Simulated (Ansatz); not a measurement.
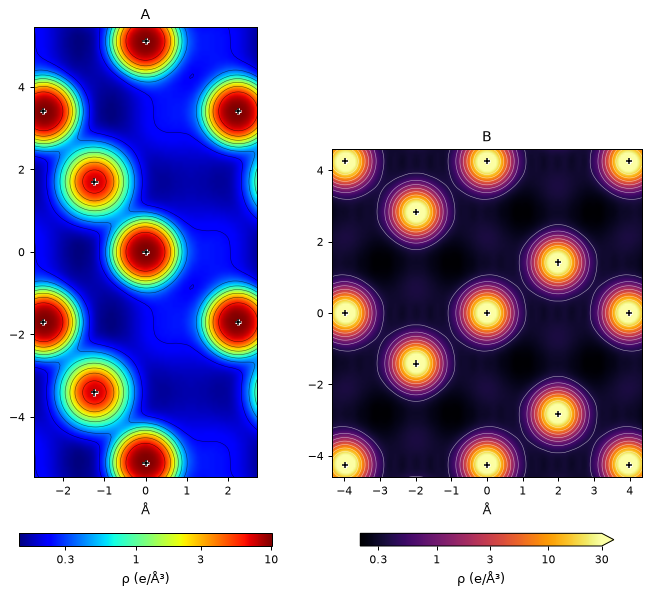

The valence pseudo-density of 2 systems, each on a plane through atoms (crosses mark nuclei in the plane).

Method: Ansatz, DFT PBEsol, scalar-relativistic, plane waves, PAW.

System 1: Ti₂O, the (110) plane of the conventional cell. Space group P-3m1; computed without spin polarisation.

```
CELL_PARAMETERS angstrom
2.95295 0.00000 0.00000
-1.47648 2.55733 0.00000
0.00000 0.00000 4.72373
ATOMIC_POSITIONS crystal
Ti 0.66667 0.33333 0.26267
Ti 0.33333 0.66667 0.73733
O 0.00000 0.00000 0.00000
```

System 2: Co, the (110) plane of the conventional cell. Space group P6₃/mmc; a structure from a database of computed crystals, not necessarily the ambient phase; spin-polarised.

```
CELL_PARAMETERS angstrom
2.45521 0.00000 0.00000
-1.22761 2.12628 0.00000
0.00000 0.00000 7.96484
ATOMIC_POSITIONS crystal
Co 0.00000 0.00000 0.00000
Co 0.33333 0.66667 0.25000
Co 0.00000 0.00000 0.50000
Co 0.66667 0.33333 0.75000
```

Q: Match each panel to its system.

A: Panel A is system 1, Ti₂O: the plane holds Ti and O. Ti–O (2.11 Å): the density is about 0.46 e/Å³ at the midpoint. Panel B is system 2, Co: the plane holds Co. Co–Co (2.44 Å): the density is about 0.37 e/Å³ at the midpoint.
